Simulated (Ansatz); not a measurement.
# GaN: single-point calculation

GaN (slab, 8 atoms in the cell), computed with DFT, PBEsol, plane waves, PAW, no spin polarisation (Ansatz 0.2.0).

The structure derives from an entry of the Crystallography Open Database. Figures and captions count atoms from 1; the log counts them from 0 in places.

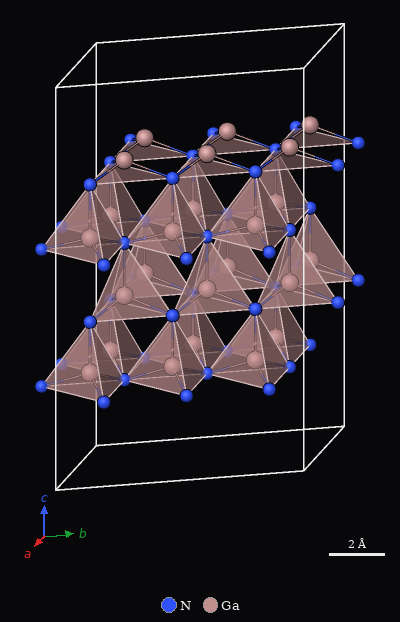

**Figure 1.** The structure (polyhedral view of the 2 × 3 repeat of the cell, with the vacuum cut short, seen slightly off an axis; polyhedra are completed across the faces of the cell). An atom can appear more than once, as a periodic image.

Summary

- outcome: converged
- electrons treated: 72
- free energy: −16487.8232 eV
- Fermi energy: 0.945 eV
- gap on the k-point mesh: none (metallic)
- largest force (length of the vector): 2.376 eV/Å
- hardware: 4 threads of Intel Xeon (Sapphire Rapids), 192 GiB of memory available, shared host
- wall time: 25 s (CPU time 87 s)
- peak memory: 0.69 GiB

Notes

Settings chosen away from the usual ones: scf.initial_density.chi_scale set to 0.1; scf.algorithm set to direct_min.

Input file
```yaml
crystal:
  lattice:
    - [3.1825784893, 0.0, 0.0]
    - [-1.5912892447, 2.7561938213, 0.0]
    - [0.0, 0.0, 25.4179595791]
  atoms:
    - { symbol: "N", position: [0.3333333333, 0.6666666667, 0.3344092186] }
    - { symbol: Ga, position: [0.6666666667, 0.3333333333, 0.3595812022] }
    - { symbol: "N", position: [0.6666666667, 0.3333333333, 0.4364124116] }
    - { symbol: Ga, position: [0.3333333333, 0.6666666667, 0.4615843953] }
    - { symbol: "N", position: [0.3333333333, 0.6666666667, 0.5410116146] }
    - { symbol: Ga, position: [0.6666666667, 0.3333333333, 0.5627950796] }
    - { symbol: "N", position: [0.6666666667, 0.3333333333, 0.6434828067] }
    - { symbol: Ga, position: [0.3333333333, 0.6666666667, 0.6658294628] }
basis:
  ecutwfc: 420
kpoints:
  mp_grid: { grid: [9, 9, 1] }
hamiltonian:
  xc: pbesol
scf:
  occupations: { method: gaussian, width: 0.05 }
  initial_density: { chi_scale: 0.1 }
  algorithm: direct_min
output:
  forces: true
  eigenvalues: true
efield:
  axis: 3
  dipole_correction: true
  ramp_width: 0.04
```

Command:
```bash
ansatz run input.yaml --threads 4 --pin off --max-ram 10240MiB --backend cpu --events-out ev --progress --plain --runs-dir out
```

Log
```
Engine: ansatz 0.2.0, x86_64-unknown-linux-gnu
Pseudopotentials: kind: paw
Pseudopotential: N, paw, valence charge 5, recommended cutoff 420 eV (normal), N.paw.azcp
Pseudopotential: Ga, paw, valence charge 13, recommended cutoff 420 eV (normal), Ga.paw.azcp
Functional definition: PBEsol
  exchange = pbesol_x
  correlation = pbesol_c
Crystal: 8 atoms, lattice volume = 222.961 Å³
Basis set: ecut = 420 eV, 4393 PW (Γ), exchange–correlation on 48×48×360 points (8 copies of the dense FFT grid, shifted against one another)
Bands: 44, of which v1, the nominal top of the filled ones, is band 36 counted from 1 (35 counted from 0)
Symmetry: 6 space group operations
Space group: P3m1 (ITA 156), of the structure as read, at distance tolerance 6.1e-5 Å
k-points: 12 of 81 (time reversal used)
Non-local potential: N, projectors of the file, l = 0: 2, l = 1: 2, l = 2: 1
Non-local potential: Ga, projectors of the file, l = 0: 2, l = 1: 2, l = 2: 3, l = 3: 1
PAW form: soft (Blöchl's): semilocal exchange-correlation on the pseudo side does not see the compensation charge
PAW frozen core: N, regenerated for the run's functional, and the local potential with it (the file was generated under x = pbe(κ = 0.804, μ = 0.2195149727645171), c = pbe(β = 0.06672455060314922))
PAW frozen core: Ga, regenerated for the run's functional, and the local potential with it (the file was generated under x = pbe(κ = 0.804, μ = 0.2195149727645171), c = pbe(β = 0.06672455060314922))
PAW one-centre angular grid: N, 110 points (default); XC on 64 Gauss nodes
PAW one-centre angular grid: Ga, 590 points (default); XC on 64 Gauss nodes
Initial density: superposition of atomic densities (chi_scale 0.1, normalization cell, long waves kept whole (reshape's long-wave potential 2.13 eV rms))
Initial wavefunctions: pseudopotential atomic-orbital guess
Functional: x = pbesol(κ = 0.804, μ = 0.12345679012345678), c = pbesol(β = 0.046)
SCF iter   1: F=—  HF=-16501.668081 eV  |F-HF|=—  |Δ(HF+E_count)|=         —  Δρ=1.17e-1  dr2=5.99e2  ethr=1.00e-1  p=0.611 e·Å  D=4.96e-1 V/Å  ΔV_dip=-12.61 eV  dr2_dipole=3.58e2  V_vac-E_F(+/−)=0.00/12.61 eV  ⟨swp⟩=7.2  Hψ=1628  notcnv=0
efield: sawtooth ramp at fractional position 0.9801 (placed from the atoms, in the widest stretch of the axis that holds none; the zero of the levels goes with the place), width 0.0400; the density the first Hamiltonian is built on has a dipole p = 0.611 e·Å; the dipole correction subtracts the counter field D = 4.96e-1 V/Å, which shifts the + side's vacuum level by -12.61 eV against the − side's; the planar-averaged density in the ramp window peaks in size at 1.6e-5 e/Å³
preconditioner: auto → LDOS  [insulator: Δε(μ)=0.165 eV  Ē_g=15.241 eV  σ=0.050 eV  W_gap=0.67  n_scr=18 (ndim 8)  ℏωp=21.1 eV  f_vac=0.540  D(μ)=1.52/eV (n_scr^D=8)  ε∞_Penn≈2.9  β→1.0]
SCF iter   2: F=—  HF=-16505.138336 eV  |F-HF|=—  |Δ(HF+E_count)|=    3.47e0  Δρ=1.19e-1  dr2=2.99e2  ethr=1.00e-1  p=-0.075 e·Å  D=-6.10e-2 V/Å  ΔV_dip=1.55 eV  dr2_dipole=6.62e1  V_vac-E_F(+/−)=4.78/3.24 eV  ⟨swp⟩=5.7  Hψ=1304  notcnv=0  defer=10
SCF iter   3: F=—  HF=-16490.700057 eV  |F-HF|=—  |Δ(HF+E_count)|=    1.44e1  Δρ=6.96e-2  dr2=1.50e2  ethr=1.00e-1  p=0.219 e·Å  D=1.78e-1 V/Å  ΔV_dip=-4.52 eV  dr2_dipole=7.28e1  V_vac-E_F(+/−)=3.72/8.24 eV  ⟨swp⟩=5.5  Hψ=1326  notcnv=0  defer=20
SCF iter   4: F=—  HF=-16487.900860 eV  |F-HF|=—  |Δ(HF+E_count)|=    2.80e0  Δρ=2.26e-2  dr2=1.58e1  ethr=1.00e-1  p=0.211 e·Å  D=1.71e-1 V/Å  ΔV_dip=-4.36 eV  dr2_dipole=9.83e0  V_vac-E_F(+/−)=3.44/7.80 eV  ⟨swp⟩=3.3  Hψ=1083  notcnv=0  defer=8
iter 5 solved again at ethr=2.70e-5 eV; its pass at ethr=2.19e-2 eV (dr2=1.94e-2 eV) is discarded
SCF iter   5: F=—  HF=-16487.826195 eV  |F-HF|=—  |Δ(HF+E_count)|=   7.47e-2  Δρ=1.67e-3  dr2=2.71e-2  ethr=2.70e-5  p=0.180 e·Å  D=1.46e-1 V/Å  ΔV_dip=-3.70 eV  dr2_dipole=6.20e-3  V_vac-E_F(+/−)=3.98/7.69 eV  ⟨swp⟩=7.8  Hψ=2885  notcnv=0  defer=5
SCF iter   6: F=—  HF=-16487.823128 eV  |F-HF|=—  |Δ(HF+E_count)|=   3.07e-3  Δρ=1.63e-4  dr2=2.00e-4  ethr=2.70e-5  p=0.182 e·Å  D=1.47e-1 V/Å  ΔV_dip=-3.75 eV  dr2_dipole=9.86e-5  V_vac-E_F(+/−)=3.94/7.69 eV  ⟨swp⟩=4.5  Hψ=1138  notcnv=0  defer=30
SCF iter   7: F=—  HF=-16487.823160 eV  |F-HF|=—  |Δ(HF+E_count)|=   3.18e-5  Δρ=5.72e-5  dr2=1.38e-5  ethr=2.78e-7  p=0.182 e·Å  D=1.48e-1 V/Å  ΔV_dip=-3.75 eV  dr2_dipole=1.46e-7  V_vac-E_F(+/−)=3.94/7.70 eV  ⟨swp⟩=4.3  Hψ=1625  notcnv=0  defer=4
SCF iter   8: F=—  HF=-16487.823157 eV  |F-HF|=—  |Δ(HF+E_count)|=   3.29e-6  Δρ=9.88e-6  dr2=2.50e-7  ethr=1.91e-8  p=0.182 e·Å  D=1.47e-1 V/Å  ΔV_dip=-3.75 eV  dr2_dipole=1.96e-8  V_vac-E_F(+/−)=3.95/7.69 eV  ⟨swp⟩=3.2  Hψ=1037  notcnv=0  defer=2
SCF iter   9: F=-16487.823157 eV  HF=-16487.823157 eV  |F-HF|=3.19e-8  |Δ(HF+E_count)|=   2.98e-8  Δρ=2.72e-6  dr2=2.46e-8  ethr=3.47e-10  p=0.182 e·Å  D=1.47e-1 V/Å  ΔV_dip=-3.75 eV  dr2_dipole=2.73e-13  V_vac-E_F(+/−)=3.95/7.69 eV  ⟨swp⟩=4.1  Hψ=1760  notcnv=0
SCF 1 converged in 9 iterations: F = -16487.823157 eV  dr2 = 2.46e-8
  Residual-converged pass: ⟨swp⟩=3.3  Hψ=1114  notcnv=0  max |occ|·‖R‖ = 6.5e-6 eV (tolerance 6.7e-6 eV)  dr2=2.50e-8  dr2_onsite=1.59e-8  max |Δocc| = 2.2e-10
  greatest PAW one-centre occupation: 0.996 electrons in one spin orbital (limit 2), on the Ga atom at site 3 (counted from 0), in its partial waves of l = 2
SCF converged after 9 iterations
Stability not checked: this state was not tested for a lower state beside it, because a direct minimisation reached the state, and no test of it is asked (direct_minimisation; see scf.lower_state_search)
Free energy (F): -16487.823157 eV
Harris-Foulkes:  -16487.823157 eV  (|F-HF|=3.19e-8)
Internal energy: -16487.812777 eV  (E = F + TS)
E sigma→0 (E₀):  -16487.817967 eV
Entropy (-TS):   -0.010380 eV (-1.297 meV/atom)
Fermi energy:    0.944503 eV
Dipole field:    D = 0.147482 V/Å  (p = 0.181722 e·Å, saw-weighted, corrected)
Work function:   Φ+ = 3.9458 eV   Φ− = 7.6945 eV
Levels:          The Fermi level and band energies are counted from a zero that moves with the ramp; work functions are not
--- Per-component energies (eV) ---
  E_band       = -725.376345
  E_kinetic    = 980.788999
  E_local      = -89092.800789  (includes V_loc(G=0)·N_el)
  E_nonlocal   = 1901.018175
  E_hartree    = 43881.351374
  E_xc         = -508.056429
  E_vxc        = -531.642951  (∫ρ·V_xc dr)
  E_paw        = -8300.946888  (= ΣΔE_a)
  E_vpaw       = -1743.925925  (= ΣTr[D̂ρ^β])
  E_aug_tail   = 0.000103  (compensation charges beyond the density's cutoff)
  E_efield     = 0.013400  (sawtooth field / dipole correction)
  E_vefield    = -1.529879  (∫n·V_field dr)
  E_ewald      = 34647.254971
  E_core_change = 3.564307  (= ΣΔE_core)
  E_smearing   = -0.010380  (= −TS)
  E_closure    = -0.000000  (closes the sum)
  Σ components = -16487.823157   (vs F -16487.823157, Δ=0.00e0)
--- Forces (eV/Å), atoms counted from 1 ---
  atom   1  N      0.00000000    -0.00000000     1.59799326
  atom   2  Ga     0.00000000     0.00000000    -2.37606567
  atom   3  N      0.00000000     0.00000000     1.65259092
  atom   4  Ga    -0.00000000    -0.00000000    -0.86378928
  atom   5  N     -0.00000000    -0.00000000    -0.01030670
  atom   6  Ga     0.00000000     0.00000000     0.00010502
  atom   7  N      0.00000000     0.00000000     0.00918187
  atom   8  Ga    -0.00000000    -0.00000000    -0.00964672
  max |Σ_I F_I| component: 6.27e-5 eV/Å
--- Band table (eV; the first three rows and the last of 12) ---
  k-point 0: bands = ["-16.9117", "-16.2603", "-15.1616", "-14.9974", "-14.9974", "-14.7826", "-14.7826", "-14.7242", "-14.3300", "-14.3300", "-14.0615", "-14.0615", "-13.7803", "-13.3914", "-13.3448", "-13.3448", "-13.1074", "-13.1074", "-12.8207", "-12.0299", "-12.0299", "-11.7752", "-11.7752", "-11.1528", "-7.0123", "-4.9734", "-2.7871", "-2.0088", "-2.0088", "-1.2933", "-1.2933", "-0.3113", "-0.2211", "-0.2211", "0.7493", "1.4279", "1.4279", "2.7279", "3.2323", "3.9930", "4.8761", "5.5503", "6.3466", "7.8162"]
  k-point 1: bands = ["-16.8201", "-16.1856", "-15.0857", "-15.0003", "-14.9784", "-14.8001", "-14.7785", "-14.6561", "-14.3100", "-14.3064", "-14.0852", "-14.0611", "-13.7139", "-13.3287", "-13.3237", "-13.3200", "-13.1285", "-13.1069", "-12.7515", "-12.0084", "-12.0077", "-11.7923", "-11.7757", "-11.0639", "-6.8522", "-4.9159", "-3.1611", "-2.5412", "-2.2311", "-2.0241", "-1.4884", "-1.1611", "-0.4107", "0.2217", "0.6208", "0.8224", "1.2492", "3.1765", "3.8418", "4.6030", "5.1199", "6.1129", "6.5159", "7.4556"]
  k-point 2: bands = ["-16.6147", "-16.0110", "-14.9844", "-14.9387", "-14.9141", "-14.8234", "-14.7585", "-14.4984", "-14.2509", "-14.2134", "-14.1055", "-14.0546", "-13.5539", "-13.2750", "-13.2381", "-13.1869", "-13.1362", "-13.0998", "-12.5693", "-11.9548", "-11.9144", "-11.8147", "-11.7727", "-10.7985", "-6.4615", "-5.2219", "-4.3380", "-3.6836", "-2.8284", "-2.7444", "-2.1465", "-1.9488", "-0.8573", "-0.7518", "0.7073", "0.8114", "0.8252", "3.7812", "4.7040", "5.3444", "5.6040", "6.6201", "6.8042", "7.0313"]
  k-point 11: bands = ["-16.3177", "-15.7132", "-14.9445", "-14.8762", "-14.8311", "-14.7286", "-14.6496", "-14.2417", "-14.2194", "-14.1427", "-14.0592", "-13.3417", "-13.2633", "-13.1805", "-13.1062", "-13.0407", "-12.7397", "-12.1876", "-12.0628", "-11.9259", "-11.8512", "-11.7901", "-10.9601", "-9.6817", "-7.1863", "-6.7717", "-6.0630", "-5.6115", "-4.9919", "-4.2664", "-3.8551", "-3.3130", "-2.6876", "-2.0128", "-1.3566", "0.9738", "1.8891", "4.6531", "5.7160", "5.9383", "6.4146", "7.0607", "7.4133", "8.0988"]
```

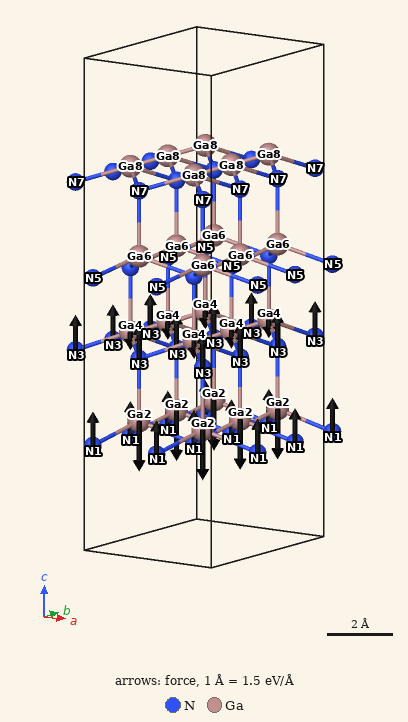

**Figure 2.** Forces on the atoms as black arrows (ball-and-stick view of the 2 × 3 repeat of the cell, with the vacuum cut short, seen slightly off an axis; bonded neighbours outside the cell are drawn too; atoms are numbered from 1 in the order of the input); the smallest are left out. The largest act on Ga2 (2.38 eV/Å); N3 (1.65 eV/Å); N1 (1.60 eV/Å); Ga4 (0.86 eV/Å). The geometry is not a stationary point of this energy.
